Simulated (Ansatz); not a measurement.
System BN (space group R3m, No. 160); source of the atomic positions: coordinates from a relaxation with DFT PBE+D3(BJ), scalar-relativistic, plane waves, PAW in Ansatz.

Space group R3m:H (No. 160). a = 2.506 Å, b = 2.506 Å, c = 9.885 Å, α = 90.00°, β = 90.00°, γ = 120.00°

| atom | site | symmetry | x | y | z |
| --- | --- | --- | --- | --- | --- |
| B | 3a | 3m | 0.6667 | 0.3333 | 0.3330 |
| N | 3a | 3m | 0.0000 | 0.0000 | 0.3327 |

Bonds are taken as B–N below 1.6 Å; no other contact counts. Simplification: prune 0- and 1-connected atoms, fold 2-connected ones into links.

Derive the underlying net.

The result is a uninodal 3-connected, two-periodic (layers) net: B and N are 3-connected nodes. It is the hcb net, known from graphene. The layers lie parallel to (001).

| node | links | point symbol | coordination sequence |
| --- | --- | --- | --- |
| B and N | 3 | 6³ | 3 6 9 12 15 |

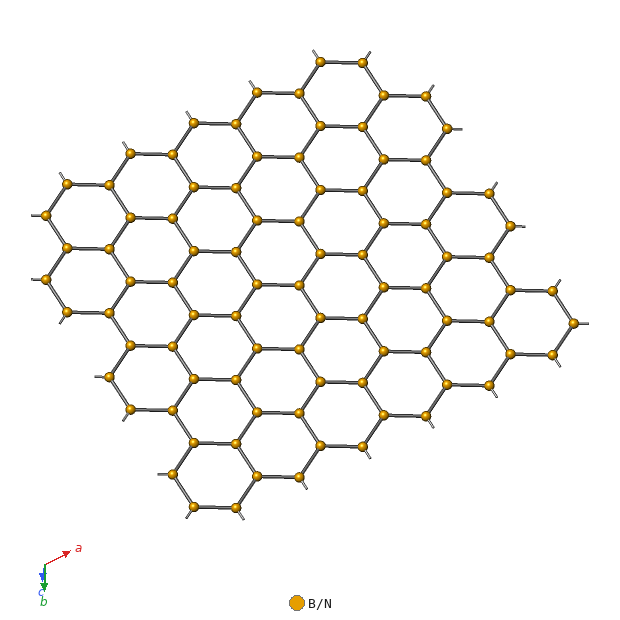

Nodes are coloured by topological kind. One layer is drawn. Edges to nodes outside the piece are drawn as stubs.
